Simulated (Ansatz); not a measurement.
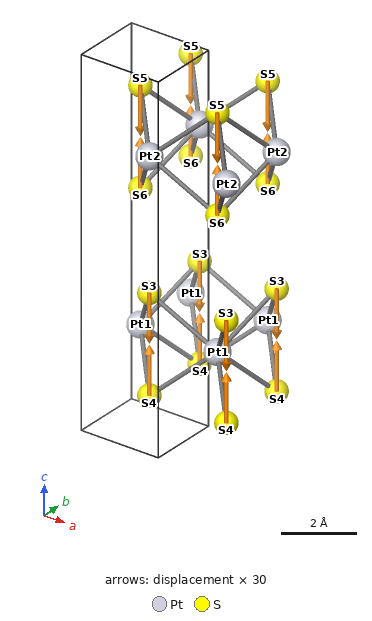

A relaxation of crystalline PtS₂ (built on the 2H (MoS2) bulk type). The starting structure is drawn; orange arrows show the displacements (the part carried along by the change of the cell is left out), magnified 30 times.

Style: ball-and-stick. Shown: the cell of the calculation, repeated 2 × 2 × 1 with one cell outlined, slightly off an axis.

Computed with DFT, r2SCAN+rVV10, plane waves, PAW in Ansatz 0.2.0.

Input file:
```yaml
crystal:
  lattice:
    - [3.4302793734, 0.0, 0.0]
    - [-1.7151396867, 2.9707090795, 0.0]
    - [0.0, 0.0, 10.4407876574]
  atoms:
    - { symbol: Pt, position: [0.3333333333, 0.6666666667, 0.25] }
    - { symbol: Pt, position: [0.6666666667, 0.3333333333, 0.75] }
    - { symbol: S, position: [0.6666666667, 0.3333333333, 0.3863989538] }
    - { symbol: S, position: [0.6666666667, 0.3333333333, 0.1136010462] }
    - { symbol: S, position: [0.3333333333, 0.6666666667, 0.8863989538] }
    - { symbol: S, position: [0.3333333333, 0.6666666667, 0.6136010462] }
kpoints:
  mp_grid: { grid: [12, 12, 2] }
hamiltonian:
  xc: r2scan
  dispersion: rvv10
scf:
  occupations: { method: fermi_dirac, width: 0.02 }
relax:
  f_tol: 0.005
  cell: {}
output:
  write_density: true
  write_potential: true
  elf: true
  volumetric_format: npy
```

Command:
```bash
ansatz run input.yaml --threads 2 --pin off --max-ram 20275MiB --backend cpu --events-out ev --progress --plain --runs-dir out
```

**Which element moves most?**

Sulfur: up to 0.047 Å, against 0.000 Å for platinum.

**What did the optimiser do to the structure, and how much energy did it gain?**

The energy falls by 29.9 meV per cell of the calculation in 5 accepted moves (7 points after the start). Largest force component: 0.17 eV/Å at the start, 0.0011 eV/Å at the end. Pressure: 0.92 GPa at the start and 0.00 GPa at the end. The SCF was repeated twice at an unchanged geometry on a basis and grid sized afresh for the cell, which shifted the energy by 1.0 meV per cell of the calculation at most. The largest moves relative to the cell, 0.047 Å, are those of S3, S4, S5 and S6. S4 goes along +c. Pt stays in place. The drawn cell changes as follows: a = b 3.430 → 3.440 Å (+0.3 %), c 10.441 → 10.712 Å (+2.6 %); the volume changes by +3.2 %. The space group stays P6_3/mmc (No. 194).
